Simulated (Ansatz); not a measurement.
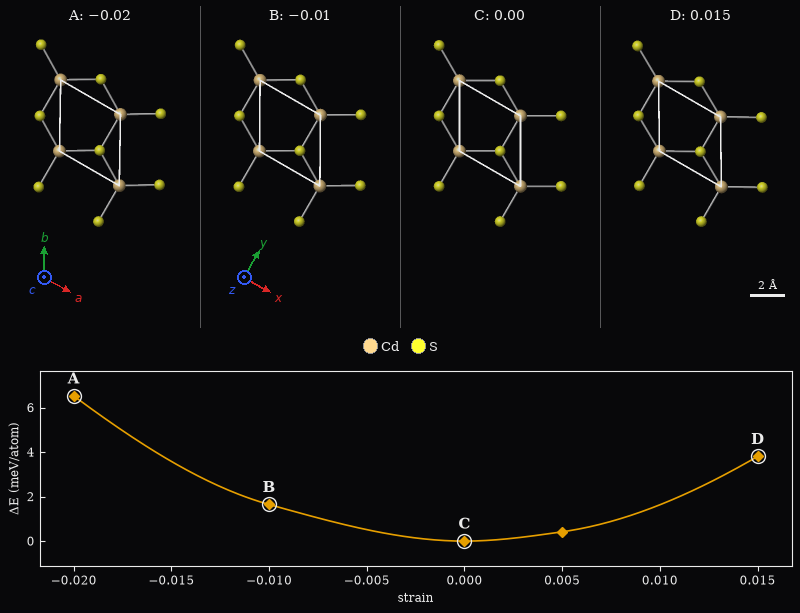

A scan of a crystal of CdS (P3m1): the cell is strained along x and oppositely along y, with the atoms kept at their fractional coordinates. x, y and z are the Cartesian axes of the input. The lettered frames are marked on the plot. Style: ball-and-stick. Shown: the cell of the calculation, along the c axis.

All numbers below come from DFT LDA, scalar-relativistic, plane waves, PAW (Ansatz). Set-up: plane-wave cutoff 420 eV; k-point mesh 9 × 9 × 6; occupations gaussian; smearing width 0.05 eV; no spin polarisation. Energies (free energies at the smearing named) are counted from the cell as listed in its source, which wasn't relaxed.

Describe the profile.

The lowest computed point lies at the strain 0.00 (0.00 meV/atom). The end points stand at 6.53 meV/atom (−0.02) and 3.80 meV/atom (0.015). The unrelaxed reference is under a pressure of −2.5 GPa. The distortion takes the space group from P3m1 to Cm. At the strain −0.02 the cell of the drawing goes a 4.261 → 4.176 Å, b 4.261 → 4.304 Å, γ 120.0° → 119.0°.
